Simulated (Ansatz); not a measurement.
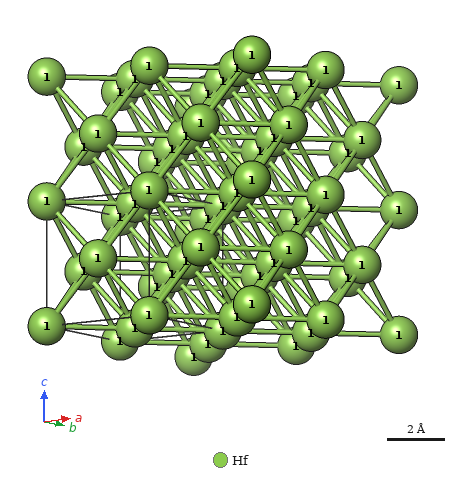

Reference structure: a symmetric starting cell of Hf. Style: ball-and-stick. Shown: the conventional cell (4 times the calculation's cell), repeated 2 × 2 × 2 with one cell outlined, from a free direction. Lengths and directions refer to the drawn axes.

These are results of Ansatz, DFT PBEsol, scalar-relativistic, plane waves, PAW, not measurements. Set-up: plane-wave cutoff 420 eV; k-point mesh 16 × 16 × 16; occupations gaussian; smearing width 0.1 eV; no spin polarisation.

Now this is done to it. All lengths are scaled by +4.0 % (volume +12.6 %), the atoms keeping their fractional coordinates. No relaxation follows. The starting cell wasn't computed here and needn't be at equilibrium, so pressure and forces aren't due to the change alone.

Input
```yaml
crystal:
  lattice:
    - [0.0, 2.3098434, 2.3098434]
    - [2.3098434, 0.0, 2.3098434]
    - [2.3098434, 2.3098434, 0.0]
  atoms:
    - { symbol: Hf, position: [0.0, 0.0, 0.0] }
basis:
  ecutwfc: 420
kpoints:
  mp_grid: { grid: [16, 16, 16] }
hamiltonian:
  xc: pbesol
scf:
  occupations: { method: gaussian, width: 0.1 }
output:
  forces: true
  stress: true
  eigenvalues: true
```

Run as
```bash
ansatz run input.yaml --threads 1 --pin off --max-ram 1331MiB --backend cpu --events-out ev --progress --plain --runs-dir out
```

Question: What does the calculation give for the changed structure?

Answer: Near-neighbour distances before and after: Hf–Hf 3.140 → 3.267 Å. The space group stays Fm-3m (No. 225). The pressure is −11.4 GPa (not all of it need come from the change, since the unchanged cell can be under pressure at this level too). All forces vanish by symmetry.

The changed structure in the same view:

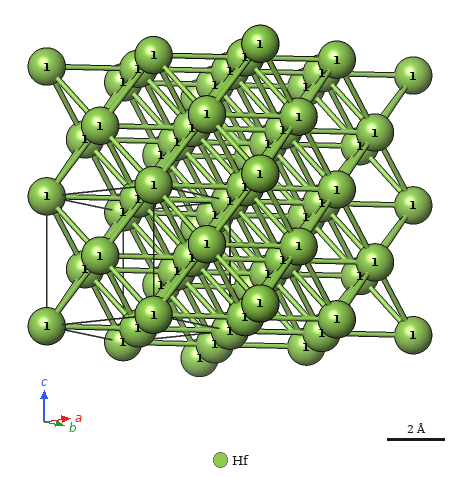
